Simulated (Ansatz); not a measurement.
## Electronic structure of Hg2S in real space

Input

```
crystal:
  lattice:
    - [5.2977329356, 0.0, 0.0]
    - [0.0, 5.2977329356, 0.0]
    - [0.0, 0.0, 3.9672627203]
  atoms:
    - { symbol: Hg, position: [0.5, 0.0, 0.0] }
    - { symbol: Hg, position: [0.0, 0.5, 0.0] }
    - { symbol: S, position: [0.0, 0.0, 0.0] }
basis:
  ecutwfc: 420
kpoints:
  mp_grid: { grid: [10, 10, 12] }
hamiltonian:
  xc: pbe
scf:
  occupations: { method: gaussian, width: 0.1 }
output:
  forces: true
  stress: true
  eigenvalues: true
  write_density: true
  write_potential: true
  elf: true
  volumetric_format: npy
relax:
  adjacent_minimum: "off"
  f_tol: 0.01
  max_steps: 80
  cell: { stress_tol: 0.05 }
```

Run with:

```sh
ansatz run input.yaml --threads 1 --pin off --max-ram 2048MiB --backend cpu --events-out ev --progress --plain --runs-dir out
```

Below, planes, directions and counts refer to the conventional cell (a = 5.26 Å, b = 5.26 Å, c = 5.49 Å, α = 90.00°, β = 90.00°, γ = 90.00°).

The fields are those of the relaxed geometry.

Space group P4/mmm; a structure generated by program, which may or may not match a known phase.

The calculation used Ansatz 0.2.0, DFT PBE, scalar-relativistic, plane waves, PAW.

The density is the valence pseudo-density of a PAW calculation; it isn't the true density close to the nuclei.

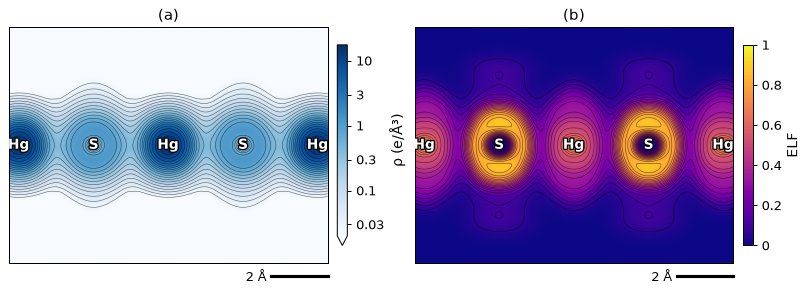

Figure 1. (a) valence charge density (pseudo); (b) electron localisation function on the (011) plane of the conventional cell.

> What do the fields say about this system?

The section cuts through Hg and S sites.
Hg–S (2.63 Å): ρ is about 0.4 e/Å³ halfway; the ELF peaks at about 0.80 in the valence shell of S, 0.8 Å from its nucleus, and drops to about 0.25 between the two atoms.
The density dies away to nearly zero in the voids.
The features right at Hg lie inside the PAW spheres, where the map follows smoothed inner orbitals and isn't to be read closely.

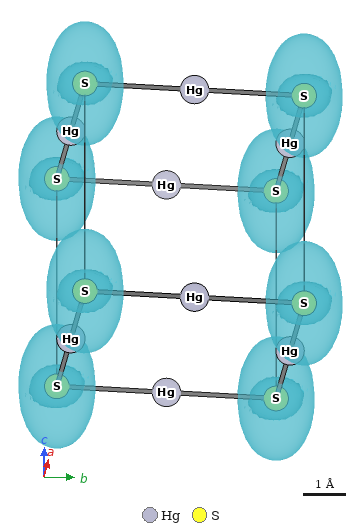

Figure 2. Isosurface of the ELF at 0.75 (cyan), seen at an oblique angle. Only the valence region is drawn (cores and ρ < 0.01 e/Å³ removed). Sticks mark near contacts.

> What do the ELF domains correspond to?

At this value the surface marks out one region wrapped around S (its valence shell), counted in one cell of 3 atoms. Regions shared between cells count once.

> Does the calculation make it a metal, or give it a gap?

It is metallic or semimetallic at this level of theory: no gap opens.
